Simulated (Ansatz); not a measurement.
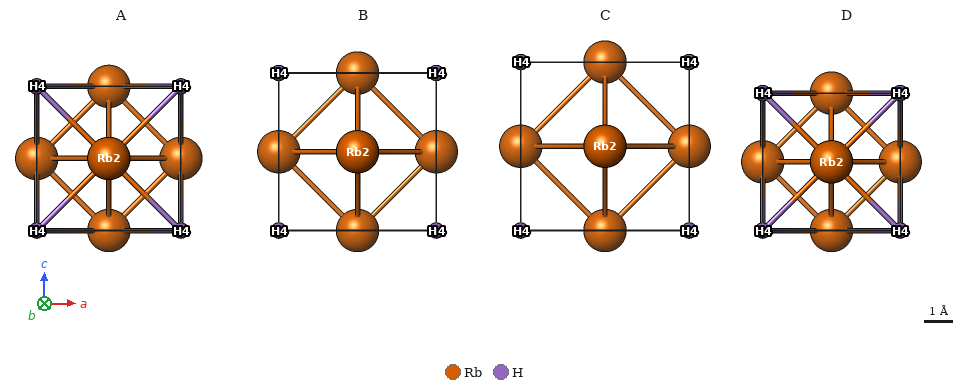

4 geometries from one relaxation of crystalline Rb$_{3}$H (built on the Cu3Au (L1_2)_221 type) (coarse preliminary run), in shuffled order. The picture is a ball-and-stick view of the cell of the calculation, seen along the b axis.

Case: Cu3Au (L1_2) type (Pm-3m, No. 221).

All numbers below come from DFT PBE, scalar-relativistic, plane waves, PAW in Ansatz 0.2.0. Settings: plane-wave cutoff 420 eV; k-point mesh 4 × 4 × 4; occupations gaussian; smearing width 0.1 eV; no spin polarisation; cell and atoms relaxed; force threshold 0.04 eV/Å; at most 70 steps.

Q: Put them in the order of the run, from the start to the converged end.

A: D, A, B, C. They are steps 0, 1, 3, 6, at +385 meV per atom, +220 meV per atom, +45.7 meV per atom relative to the last. No atom moves by more than 0.005 Å relative to the cell. Cell: a = b = c 5.017 → 6.150 Å (+22.6 %). Volume +84.2 %. Some distances before and after: Rb–Rb 3.547 → 4.348 Å, H–Rb 3.547 → 4.348 Å. The space group stays Pm-3m (No. 221). The energy falls by 385 meV per atom in 5 accepted moves (6 points after the start). All forces vanish by symmetry, so only the cell relaxes. Pressure: 6.60 GPa at the start and 0.16 GPa at the end. The SCF was repeated once at an unchanged geometry on a basis and grid sized afresh for the cell, which shifted the energy by 7.4 meV per atom at most. The run took 18 s on 1 thread of Intel(R) Xeon(R) Platinum 8488C (Sapphire Rapids) (shared host), peak memory 0.45 GiB.
